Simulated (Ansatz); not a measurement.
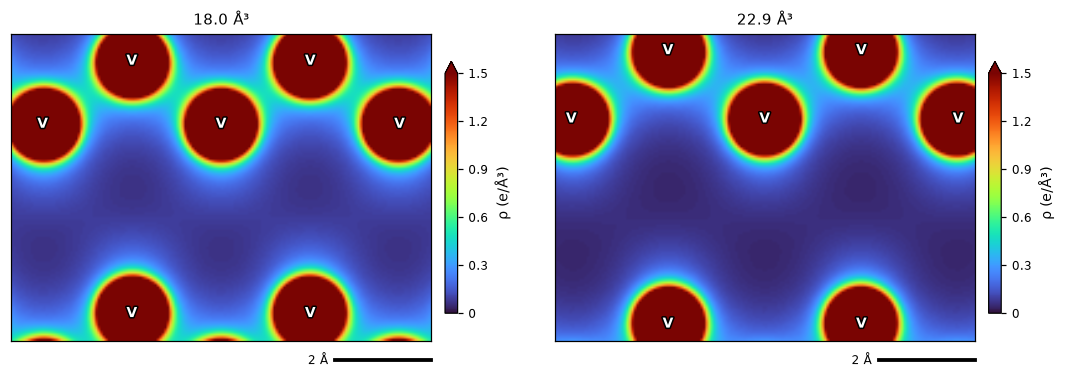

V. The valence charge density (pseudo) of cells scaled evenly to different volumes (given per atom above each panel), on the (101̄) plane of each (indices in the axes of the cell below), at one length scale and on one colour scale.

A generated structure, not necessarily the stable one; spin-polarised.

Method: DFT, PBE, plane waves (420 eV) with PAW, scalar-relativistic (Ansatz).

In a PAW calculation such maps are meaningful between the atoms, not at the nuclei.

The largest cell:

```cif
data_structure
_symmetry_space_group_name_H-M 'P 1'
_symmetry_Int_Tables_number 1
_cell_length_a 4.0156
_cell_length_b 4.0156
_cell_length_c 4.0156
_cell_angle_alpha 60.000
_cell_angle_beta 60.000
_cell_angle_gamma 60.000
_cell_volume 45.78
loop_
_atom_site_label
_atom_site_type_symbol
_atom_site_fract_x
_atom_site_fract_y
_atom_site_fract_z
_atom_site_occupancy
V1 V 0.12500 0.12500 0.12500 1
V2 V 0.87500 0.87500 0.87500 1
```

| volume (Å³/atom) | V–V contact in the plane (Å) | ρ at its midpoint (e/Å³) | pressure (GPa) | largest moment (μB) | 
| --- | --- | --- | --- | --- |
| 17.99 | 2.269 | 0.479 | 9.2 | 1.30 | 
| 18.80 | 2.303 | ? | ? | ? | 
| 22.89 | 2.459 | 0.360 | −5.6 | 1.54 | 

### What values belong in the row with question marks?

Over the known rows ln ρ falls by 1.50 per Å of V–V distance (the line through the two), which gives 0.455 e/Å³ at 2.303 Å; the calculation gives 0.453 e/Å³. For the pressure, a straight line in volume between the neighbouring rows gives 6.8 GPa; the calculation gives 5.7, lower because pressure rises ever faster on compression. For the largest moment, a straight line in volume between the neighbouring rows gives 1.34 μB; the calculation gives 1.36.
